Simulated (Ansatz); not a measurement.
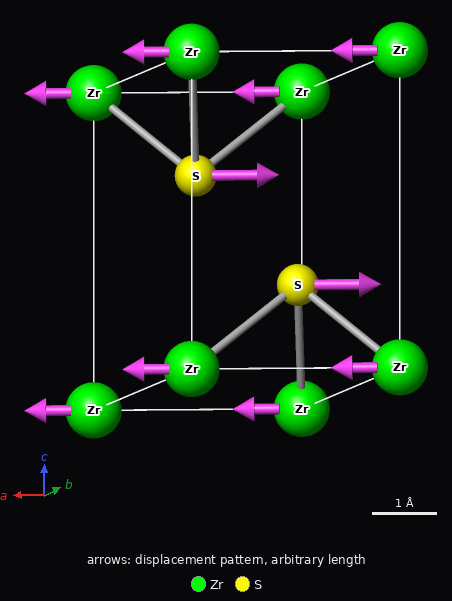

The lowest optical mode of a crystal of ZrS₂ relaxed at 30 GPa, space group P-3m1 (No. 164), at the zone centre. The pink arrows give the relative displacements of the atoms. The picture is a ball-and-stick view of the cell of the calculation, seen from a free direction.

All numbers below come from Ansatz 0.2.0, DFT PBEsol, scalar-relativistic, plane waves, PAW. (plane-wave cutoff 420 eV; k-point mesh 12 × 12 × 8; occupations fermi dirac; smearing width 0.15 eV; target pressure 30 GPa; no spin polarisation)

The frequencies depend somewhat on the k-mesh and the smearing.

Is the structure stable against all modes at this point?

Yes: this softest mode has a real frequency, and so have all others here. That speaks for this wave vector alone: the rest of the zone wasn't checked in this run. This is the E_u mode (doubly degenerate; one member of the set is drawn) at 232 cm⁻¹, the lowest optical level, infrared-active by symmetry. The S sublattice moves against the Zr sublattice, along a; the kinetic energy is shared as S 59 %, Zr 41 %. The crystal is a metal, so free carriers screen the infrared response.
